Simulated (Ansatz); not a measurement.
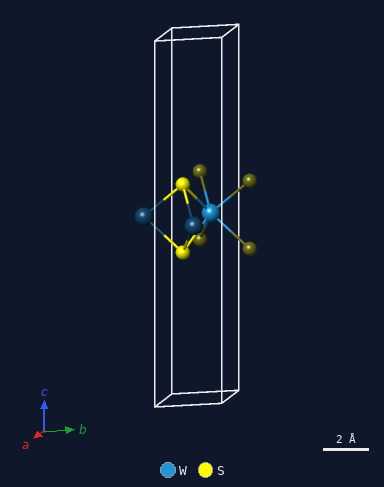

Drawn in the ball-and-stick manner and seen slightly off an axis. The simulation cell is outlined; an atom on or near a face, edge or corner is repeated at each equivalent position. The bonded neighbours beyond the faces are included, in fainter colours.

WS2, space group P-6m2 (No. 187), a = 3.160 Å, b = 3.160 Å, c = 16.939 Å, α = 90.00°, β = 90.00°, γ = 120.00°. Origin of the cell: a structure listed in the Materials Project. Earlier steps of the study may have refined or changed the cell and positions. It went into a calculation with Ansatz.

This one geometry was computed with Ansatz (DFT, plane waves, PAW) at four levels of theory: r2SCAN, PBE+D3(BJ) with spin-orbit coupling, LDA and PBE+D3(BJ).

### Which level gives the highest pressure at this volume, and what does that say about its equilibrium volume?

Highest: r2SCAN (0.1 GPa), PBE+D3(BJ) with spin-orbit coupling (0.0 GPa) and PBE+D3(BJ) (0.0 GPa), which points to the largest equilibrium volume. Lowest, with the smallest volume: LDA (-1.9 GPa). Levels within 0.5 GPa of each other can't be told apart.

### How does the band gap change with the level of theory?

PBE+D3(BJ) with spin-orbit coupling: a gap of 1.64 eV, indirect; LDA: a gap of 1.90 eV, direct; PBE+D3(BJ): a gap of 1.92 eV, direct; r2SCAN: a gap of 2.05 eV, direct.

### Collect the results in a table.

| level | cutoff (eV) | k-mesh of the run's cell | gap (eV) | pressure (GPa) |
| --- | --- | --- | --- | --- |
| r2SCAN | 500 | 12×12×2 | 2.05 | 0.1 |
| PBE+D3(BJ) with spin-orbit coupling | 420 | 12×12×2 | 1.64 | 0.0 |
| LDA | 420 | 12×12×2 | 1.90 | -1.9 |
| PBE+D3(BJ) | 420 | 12×12×2 | 1.92 | 0.0 |

Gaps are taken on the k-mesh or band path of each run.
